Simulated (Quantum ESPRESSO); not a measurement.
## WS₂: 7 runs along one coordinate

System: WS₂ (P6₃/mmc, 6 atoms in the cell).
Method: Kohn-Sham DFT of a periodic cell, PBEsol, GBRV 1.5 PBEsol, no spin polarisation (Quantum ESPRESSO 7.5).

The 7 runs differ only in the geometry, by an even scaling of the cell at fixed fractional positions. The structure derives from an entry of the Crystallography Open Database.

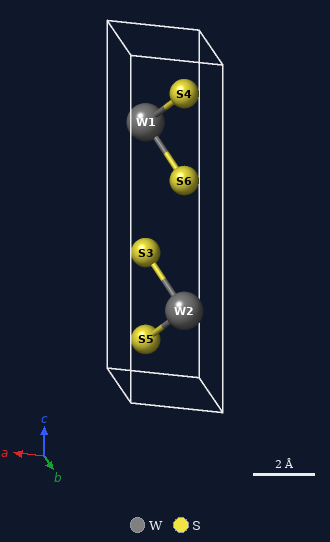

Figure 1. The structure of run 4 (ball-and-stick view of the cell of the calculation, seen at an oblique angle; atoms are numbered from 1 in the order of the input).

### Input of run 4
```
&CONTROL
  calculation = 'scf'
  prefix = 'pwscf'
  outdir = './tmp'
  pseudo_dir = './pseudo'
  tstress = .true.
  disk_io = 'nowf'
/
&SYSTEM
  ibrav = 0
  nat = 6
  ntyp = 2
  ecutwfc = 56
  ecutrho = 448
  nbnd = 36
  occupations = 'smearing'
  smearing = 'fd'
  degauss = 0.00367493
/
&ELECTRONS
  conv_thr = 1.2d-09
  electron_maxstep = 120
  mixing_beta = 0.5
/
ATOMIC_SPECIES
W    183.8400 w_pbesol_v1.2.uspp.F.UPF
S     32.0600 s_pbesol_v1.4.uspp.F.UPF
CELL_PARAMETERS angstrom
   3.1800000000    0.0000000000    0.0000000000
  -1.5900000000    2.7539607840    0.0000000000
   0.0000000000    0.0000000000   12.5000000000
ATOMIC_POSITIONS crystal
W      0.6666666667    0.3333333333    0.7500000000
W      0.3333333333    0.6666666667    0.2500000000
S      0.6666666667    0.3333333333    0.3750000000
S      0.3333333333    0.6666666667    0.8750000000
S      0.6666666667    0.3333333333    0.1250000000
S      0.3333333333    0.6666666667    0.6250000000
K_POINTS automatic
10 10 3 0 0 0
```

Command:
```bash
OMP_NUM_THREADS=1 mpirun -n 2 pw.x -nk 2 -in pw.in > pw.out
```

Run 3 differs from it as follows:
```diff
-   3.1800000000    0.0000000000    0.0000000000
-  -1.5900000000    2.7539607840    0.0000000000
-   0.0000000000    0.0000000000   12.5000000000
+   3.1586570750    0.0000000000    0.0000000000
+  -1.5793285375    2.7354772688    0.0000000000
+   0.0000000000    0.0000000000   12.4161048547
```

### Results, with one run withheld

| run | volume per atom (Å³) | free energy per atom, from the lowest run given (meV) | pressure (GPa) | gap on the mesh (eV) |
| --- | --- | --- | --- | --- |
| 1 | 17.150 | 18.61 | 8.56 | 1.01 |
| 2 | 17.515 | 3.86 | 4.45 | 1.03 |
| 3 | 17.880 | ? | ? | ? |
| 4 | 18.245 | 0.00 | −2.52 | 1.08 |
| 5 | 18.610 | 9.15 | −5.47 | 1.10 |
| 6 | 18.975 | 24.66 | −8.12 | 1.11 |
| 7 | 19.340 | 45.89 | −10.49 | 1.13 |

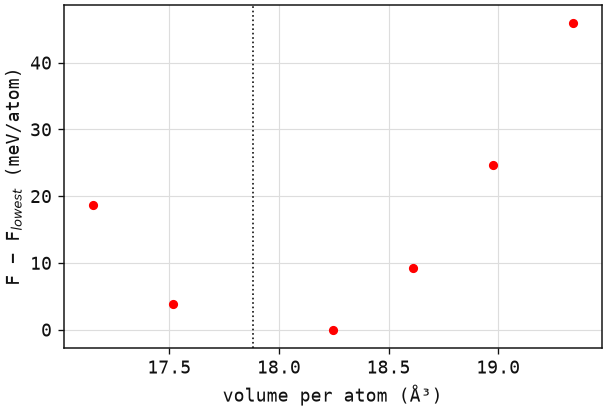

Figure 2. Free energy per atom of the runs given; the dotted line marks run 3.

What should run 3 give?

A cubic polynomial in V^(−2/3) (the Birch–Murnaghan form), fitted to the 6 runs given, misses them by under 0.01 meV per atom. With x = V^(−2/3) − 0.14411 Å⁻², it reads F = 0.57013 − 3327.7 x + 9.8367e+05 x² + 1.3706e+06 x³ (meV per atom). At run 3 it gives −2.04 meV per atom, and the run itself gives −2.03. The slope of the fit gives a pressure −dF/dV of 0.78 GPa there, and the run prints 0.78 GPa. The fit has its minimum at 17.963 Å³ per atom, where V d²F/dV² gives 167 GPa. Cell shape and fractional positions are held, so this is the stiffness under even scaling; the relaxed bulk modulus wasn't computed and can be far lower in a crystal of layers, chains or molecules like this one. The gap on the mesh goes, without turning, from 1.01 eV in run 1 to 1.13 eV in run 7; run 3 has 1.06 eV. These are gaps of this functional on this mesh, which can miss the band edges; they aren't the measured gap.

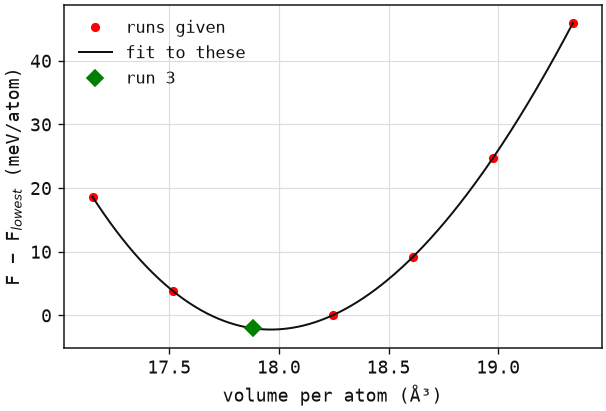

Figure 3. The fit and the withheld run.

### Some lines of the output (run 3)
```
[...]
     total energy              =    -414.52414837 Ry
     total energy              =    -414.52716603 Ry
     total energy              =    -414.53269421 Ry
     total energy              =    -414.53286548 Ry
     total energy              =    -414.53292600 Ry
     total energy              =    -414.53293222 Ry
     total energy              =    -414.53293264 Ry
     total energy              =    -414.53293268 Ry
     total energy              =    -414.53293269 Ry
     the Fermi energy is    12.0138 ev
!    total energy              =    -414.53293269 Ry
     The total energy is F=E-TS. E is the sum of the following terms:
     Computing stress (Cartesian axis) and pressure
          total   stress  (Ry/bohr**3)                   (kbar)     P=        7.77
```

Notes on the run: negative rho. Spin–orbit coupling is left out, which matters for W.
